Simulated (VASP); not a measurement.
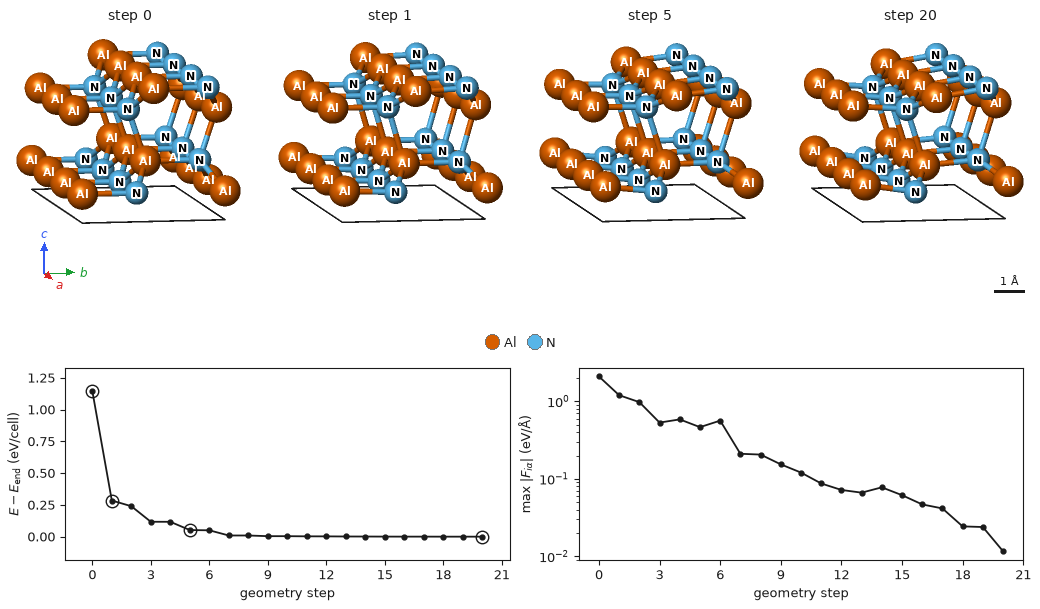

Frames of a relaxation of a slab of composition AlN, marked on the history of the run. The picture is a ball-and-stick view of the 3 × 1 repeat of the cell, outlined in the plane, without the vacuum, seen slightly off an axis.

The run lets the atoms move in a fixed cell.

Method: Kohn-Sham DFT of a periodic cell, PBEsol, VASP PAW PBE potentials, recommended in VASP.

Input
```
SYSTEM = AlN
ALGO = Normal
DIPOL = 0.5 0.5 0.500
EDIFF = 1E-6
EDIFFG = -0.015
ENCUT = 520
GGA = PS
IBRION = 2
IDIPOL = 3
ISIF = 2
ISMEAR = 0
KPAR = 8
LASPH = .TRUE.
LCHARG = .FALSE.
LDIPOL = .TRUE.
LREAL = .FALSE.
LWAVE = .FALSE.
NELM = 60
NSW = 100
PREC = Accurate
SIGMA = 0.05
```

Launched with:
```bash
cat potpaw_PBE.64/Al/POTCAR potpaw_PBE.64/N/POTCAR > POTCAR
mpirun -np 8 vasp_std > vasp.out
```

### Describe the path.

Over 20 geometry steps the energy falls by 1.146 eV per cell of the calculation. Largest force component: 2.1 eV/Å at the start, 0.012 eV/Å at the end. The largest moves relative to the layer's centre, 0.33 Å, are those of Al atoms. Largest moves by element: Al 0.33 Å, N 0.05 Å. The cell stays as it was. Near-neighbour distances that change, for instance: Al–N 1.894 → 2.053 Å, Al–N 1.893 → 1.774 Å, Al–N 1.894 → 1.813 Å, Al–N 1.893 → 1.879 Å. Among the angles between lasting bonds that change: Al–N–Al 110.5° → 100.3°, N–Al–N 108.4° → 117.1°, N–Al–N 110.5° → 118.3°. From step 0 to 1: Al atoms move most (0.13 Å), energy −0.861 eV per cell of the calculation. From step 1 to 5: Al atoms move most (0.16 Å), energy −0.233 eV per cell of the calculation. From step 5 to 20: N atoms move most (0.08 Å), energy −52.1 meV per cell of the calculation.

```json
{"step": "0", "E − E(0), meV/atom": "0.00", "largest force component, eV/Å": "2.0962"}
{"step": "1", "E − E(0), meV/atom": "-107.66", "largest force component, eV/Å": "1.2015"}
{"step": "2", "E − E(0), meV/atom": "-113.27", "largest force component, eV/Å": "0.9783"}
{"step": "3", "E − E(0), meV/atom": "-128.57", "largest force component, eV/Å": "0.5330"}
{"step": "4", "E − E(0), meV/atom": "-128.60", "largest force component, eV/Å": "0.5858"}
{"step": "5", "E − E(0), meV/atom": "-136.73", "largest force component, eV/Å": "0.4653"}
{"step": "6", "E − E(0), meV/atom": "-136.96", "largest force component, eV/Å": "0.5648"}
{"step": "7", "E − E(0), meV/atom": "-142.07", "largest force component, eV/Å": "0.2110"}
{"step": "8", "E − E(0), meV/atom": "-142.07", "largest force component, eV/Å": "0.2060"}
{"step": "9", "E − E(0), meV/atom": "-142.73", "largest force component, eV/Å": "0.1541"}
{"step": "10", "E − E(0), meV/atom": "-142.75", "largest force component, eV/Å": "0.1207"}
{"step": "11", "E − E(0), meV/atom": "-142.90", "largest force component, eV/Å": "0.0873"}
{"step": "12", "E − E(0), meV/atom": "-142.94", "largest force component, eV/Å": "0.0720"}
{"step": "13", "E − E(0), meV/atom": "-143.06", "largest force component, eV/Å": "0.0664"}
{"step": "14", "E − E(0), meV/atom": "-143.10", "largest force component, eV/Å": "0.0778"}
{"step": "15", "E − E(0), meV/atom": "-143.16", "largest force component, eV/Å": "0.0617"}
{"step": "16", "E − E(0), meV/atom": "-143.19", "largest force component, eV/Å": "0.0469"}
{"step": "17", "E − E(0), meV/atom": "-143.19", "largest force component, eV/Å": "0.0416"}
{"step": "18", "E − E(0), meV/atom": "-143.22", "largest force component, eV/Å": "0.0244"}
{"step": "19", "E − E(0), meV/atom": "-143.22", "largest force component, eV/Å": "0.0239"}
{"step": "20", "E − E(0), meV/atom": "-143.23", "largest force component, eV/Å": "0.0117"}
```
